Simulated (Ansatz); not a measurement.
**SnO2: single-point calculation**

The run: single-point calculation of SnO2 (R-3m, 3 atoms in the cell). Method and program: DFT r2SCAN, scalar-relativistic, plane waves, PAW, no spin polarisation (Ansatz 0.2.0).

The structure derives from a Materials Project entry. Figures and captions count atoms from 1; the log counts them from 0 in places.

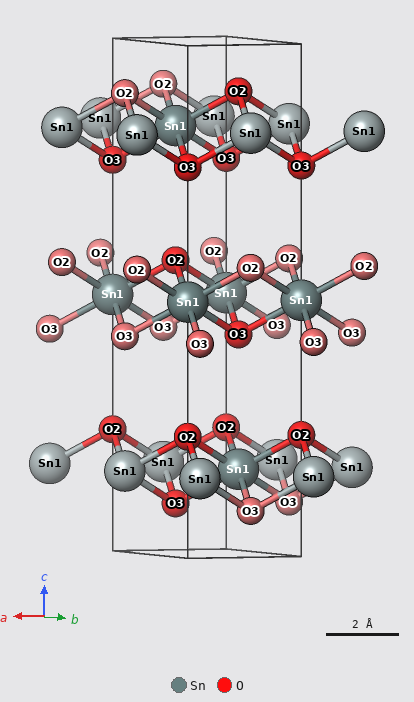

**Figure 1.** The structure as given in the input (ball-and-stick view of the cell 3 times as large as that of the calculation, set on its symmetry axes, seen at an oblique angle; neighbours outside the cell are drawn fainter; atoms are numbered from 1 in the order of the input).

Input file
```yaml
crystal:
  lattice:
    - [1.6170930752, 0.9336291223, 4.800592584]
    - [-1.6170930752, 0.9336291223, 4.800592584]
    - [0.0, -1.8672582446, 4.800592584]
  atoms:
    - { symbol: Sn, position: [0.5, 0.5, 0.5] }
    - { symbol: O, position: [0.23717, 0.23717, 0.23717] }
    - { symbol: O, position: [0.76283, 0.76283, 0.76283] }
basis:
  ecutwfc: 500
kpoints:
  mp_grid: { grid: [6, 6, 6] }
hamiltonian:
  xc: r2scan
scf:
  occupations: { method: gaussian, width: 0.1 }
output:
  forces: true
  stress: true
  eigenvalues: true
```

Launch command:
```bash
ansatz run input.yaml --threads 1 --pin off --max-ram 2560MiB --backend cpu --events-out ev --progress --plain --runs-dir out
```

Log
```
basis.fft_grid_basis auto: the FFT boxes are laid along the combinations [[1, 0, -1], [0, 1, -1], [0, 0, 1]] of the cell's own vectors, 3.234, 3.234 and 5.151 Å long. The dense box has 24×24×40 points. Along the cell's own vectors, as sized, it would have 40×40×40, 2.78 times as many. Of the 12 symmetry operations that the crystal satisfies within crystal.symmetry.tolerance (time reversal apart; of a slab, those that keep its plane) the dense box along the cell's own vectors carries 12, and the one as laid loses 8 of those. basis.fft_grid_basis: typed keeps the cell's own vectors: state it where this run's energies or levels are differenced outside the engine with another run's, or held beside a run that keeps those vectors.
Engine: ansatz 0.2.0, x86_64-unknown-linux-gnu
Pseudopotentials: kind: paw
Pseudopotential: Sn, paw, valence charge 14, recommended cutoff 500 eV (meta_gga), Sn.paw.azcp
Pseudopotential: O, paw, valence charge 6, recommended cutoff 500 eV (meta_gga), O.paw.azcp
Functional definition: r2SCAN
  parameter k0 = 0.174
  parameter k1 = 0.065
  parameter a1 = 4.9479
  exchange = r2scan_x(k0 = k0, k1 = k1, a1 = a1)
  correlation = r2scan_c
Crystal: 3 atoms, lattice volume = 43.487 Å³
Basis set: ecut = 500 eV, 1091 PW (Γ), FFT grids on a1−a3, a2−a3, a3, exchange–correlation on 96×96×160 points (64 copies of the dense FFT grid, shifted against one another)
Bands: 17, of which v1, the nominal top of the filled ones, is band 13 counted from 1 (12 counted from 0)
Symmetry: 12 space group operations
Space group: R-3m (ITA 166), of the structure as read, at distance tolerance 3.5e-5 Å
k-points: 32 of 216
Non-local potential: Sn, projectors of the file, l = 0: 2, l = 1: 2, l = 2: 2, l = 3: 2
Non-local potential: O, projectors of the file, l = 0: 2, l = 1: 2, l = 2: 1
PAW form: soft (Blöchl's): semilocal exchange-correlation on the pseudo side does not see the compensation charge
PAW frozen core: Sn, regenerated for the run's functional (the file was generated under x = pbe(κ = 0.804, μ = 0.2195149727645171), c = pbe(β = 0.06672455060314922))
PAW frozen core: O, regenerated for the run's functional (the file was generated under x = pbe(κ = 0.804, μ = 0.2195149727645171), c = pbe(β = 0.06672455060314922))
PAW one-centre angular grid: Sn, 590 points (default); XC on 249 of its mesh's 2787 points in the sphere
PAW one-centre angular grid: O, 302 points (default); XC on 160 Gauss nodes
Initial density: superposition of atomic densities (neutral atoms: chi_scale 0, normalization atom), corrected by the library's trained network
Initial wavefunctions: pseudopotential atomic-orbital guess
Functional: x = r2scan, c = r2scan; τ floored in thin density (d = 2e-4 eV/Å³)
SCF iter   1: F=—  HF=-7175.472491 eV  |F-HF|=—  |Δ(HF+E_count)|=         —  Δρ=1.01e-2  dr2=3.75e-2  dr2_τ=1.11e-1  ethr=1.77e-3  ⟨swp⟩=5.4  Hψ=2895  notcnv=0
preconditioner: auto → none  [insulator: Δε(μ)=2.512 eV  Ē_g=20.830 eV  σ=0.100 eV  W_gap=1.00  n_scr=14 (ndim 8)  ℏωp=28.7 eV  f_vac=0.168  D(μ)=0.00/eV (n_scr^D=0)  ε∞_Penn≈2.9]
SCF iter   2: F=—  HF=-7175.523456 eV  |F-HF|=—  |Δ(HF+E_count)|=   5.10e-2  Δρ=5.70e-3  dr2=4.98e-3  dr2_τ=1.35e-3  ethr=1.44e-4  ⟨swp⟩=2.0  Hψ=1184  notcnv=0
SCF iter   3: F=—  HF=-7175.523186 eV  |F-HF|=—  |Δ(HF+E_count)|=   2.70e-4  Δρ=2.08e-3  dr2=1.41e-3  dr2_τ=1.12e-4  ethr=1.92e-5  ⟨swp⟩=2.0  Hψ=732  notcnv=0
SCF iter   4: F=—  HF=-7175.523024 eV  |F-HF|=—  |Δ(HF+E_count)|=   1.62e-4  Δρ=4.08e-4  dr2=6.87e-5  dr2_τ=5.19e-6  ethr=5.41e-6  ⟨swp⟩=2.1  Hψ=734  notcnv=0
SCF iter   5: F=—  HF=-7175.523005 eV  |F-HF|=—  |Δ(HF+E_count)|=   1.86e-5  Δρ=7.63e-5  dr2=7.86e-7  dr2_τ=2.06e-7  ethr=2.64e-7  ⟨swp⟩=2.1  Hψ=753  notcnv=0
SCF iter   6: F=-7175.523005 eV  HF=-7175.523005 eV  |F-HF|=3.43e-8  |Δ(HF+E_count)|=   1.73e-7  Δρ=1.84e-5  dr2=5.12e-8  dr2_τ=6.66e-9  ethr=3.85e-10  ⟨swp⟩=6.4  Hψ=2757  notcnv=0
SCF 1 converged in 6 iterations: F = -7175.523005 eV  dr2 = 5.12e-8
  greatest PAW one-centre occupation: 0.995 electrons in one spin orbital (limit 2), on the Sn atom at site 0 (counted from 0), in its partial waves of l = 2
SCF converged after 6 iterations
Free energy (F): -7175.523005 eV
Harris-Foulkes:  -7175.523005 eV  (|F-HF|=3.43e-8)
Internal energy: -7175.523005 eV  (E = F + TS)
E sigma→0 (E₀):  -7175.523005 eV
Fermi energy:    6.881573 eV
--- Per-component energies (eV) ---
  E_band       = -153.407419
  E_kinetic    = 538.514491
  E_local      = -1979.543780  (includes V_loc(G=0)·N_el)
  E_nonlocal   = 64.732991
  E_hartree    = 984.357099
  E_xc         = -517.452664
  E_vxc        = -311.102827  (∫ρ·V_xc dr)
  E_paw        = -4490.306381  (= ΣΔE_a)
  E_vpaw       = -454.759170  (= ΣTr[D̂ρ^β])
  E_aug_tail   = 0.001998  (compensation charges beyond the density's cutoff)
  E_vtau       = 20.041699  (kinetic-family band-sum trace: ∫τ·v_τ [+ j·A + Jᵃ·Aᵃ] dr)
  E_ewald      = -1776.498197
  E_core_change = 0.671438  (= ΣΔE_core)
  E_smearing   = -0.000000  (= −TS)
  E_closure    = -0.000000  (closes the sum)
  Σ components = -7175.523005   (vs F -7175.523005, Δ=0.00e0)
--- Forces (eV/Å), atoms counted from 1 ---
  atom   1  Sn     0.00000000     0.00000000     0.00000000
  atom   2  O     -0.00000000    -0.00000000    -0.63133265
  atom   3  O      0.00000000     0.00000000     0.63133265
  max |Σ_I F_I| component: 0.00e0 eV/Å
--- Stress (GPa, compression-positive) ---
       -7.710363       0.000000      -0.000000
       -0.000000      -7.710363       0.000000
       -0.000000       0.000000      -6.108467
  P = ⅓ Tr σ = -7.1764 GPa (-71.764 kbar)
--- Band table (eV; the first three rows and the last of 32) ---
  k-point 0: bands = ["-14.9543", "-14.7116", "-14.7116", "-14.5252", "-14.5252", "-13.1107", "-11.4468", "1.7693", "4.4163", "4.4163", "4.7848", "4.7848", "5.5506", "8.0957", "12.0814", "17.6172", "17.6172"]
  k-point 1: bands = ["-14.9885", "-14.8128", "-14.6607", "-14.5674", "-14.5245", "-12.9314", "-11.0497", "1.4099", "3.2863", "3.8441", "4.2151", "4.9909", "5.6074", "9.5043", "13.0751", "15.8128", "18.1895"]
  k-point 2: bands = ["-15.4162", "-14.6679", "-14.6156", "-14.5598", "-14.4629", "-12.4086", "-10.4414", "0.1821", "2.1025", "3.0709", "3.9364", "5.0835", "5.3807", "11.2426", "13.9989", "15.7046", "18.7949"]
  k-point 31: bands = ["-14.9536", "-14.7114", "-14.7114", "-14.5251", "-14.5251", "-13.0111", "-11.5821", "2.1807", "4.3524", "4.3524", "4.4190", "4.8362", "4.8362", "9.3510", "11.9518", "17.8065", "17.8065"]
```

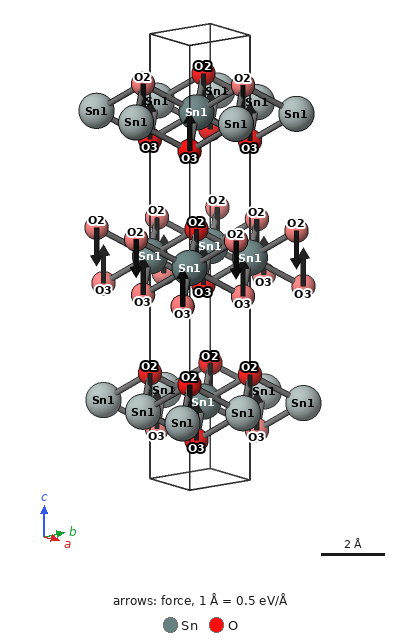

**Figure 2.** Forces on the atoms as black arrows (ball-and-stick view of the cell 3 times as large as that of the calculation, set on its symmetry axes, seen slightly off an axis; neighbours outside the cell are drawn fainter; atoms are numbered from 1 in the order of the input). The largest act on O2, O3 (0.63 eV/Å). The geometry is not a stationary point of this energy.

Results in brief

- outcome: converged
- space group (tolerance 0.01 Å): R-3m (166)
- electrons treated: 26
- free energy: −7175.5230 eV
- Fermi energy: 6.882 eV
- gap on the k-point mesh: 2.44 eV
- pressure: −7.18 GPa
- largest force (length of the vector): 0.631 eV/Å
- hardware: 1 thread of Oxide Virtual Turin-like (Zen 5), 32 GiB of memory available, shared host
- wall time: 5.8 s
- peak memory: 0.46 GiB

The cell is under a tension of 7.2 GPa at this level, so it is not at its equilibrium volume.
